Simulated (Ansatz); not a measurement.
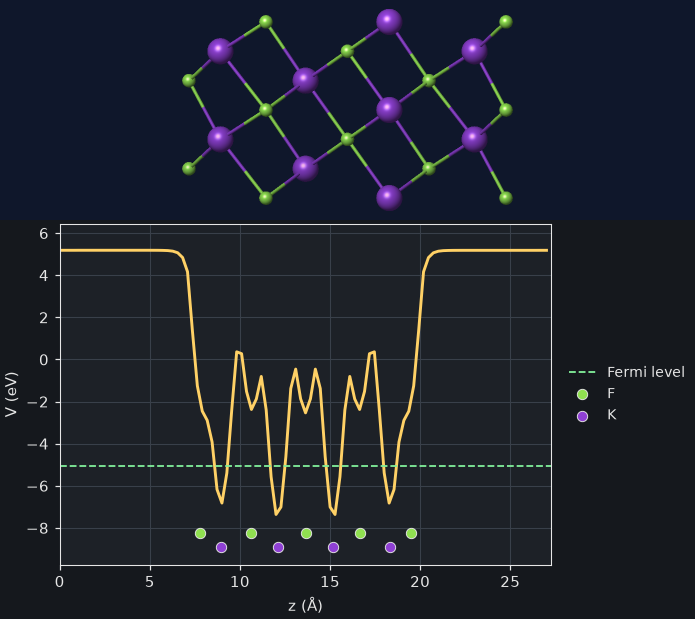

Plane-averaged electrostatic potential energy of an electron across the slab; circles at the bottom mark the heights of the atoms (positions after relaxation). The structure is drawn too.

Calculation on a (111) slab cut from KF (Fm-3m), of composition K4F5 (not the bulk's), ended by F planes, 9 atoms in the cell.

Ansatz; DFT r2SCAN, scalar-relativistic, plane waves, PAW, no spin polarisation, 9×9×1 k mesh, 500 eV cutoff, Gaussian smearing of 0.05 eV.

**What is the work function?**

The work function is 10.25 eV, the same on both faces. The two vacuum levels agree, so the slab has no net dipole along its normal.

**How thick are slab and vacuum?**

The outermost atoms are 11.7 Å apart, which leaves 15.6 Å of vacuum in a cell 27.3 Å high.

The electron count is odd and the run has no spin polarisation, so a magnetic state may lie lower.
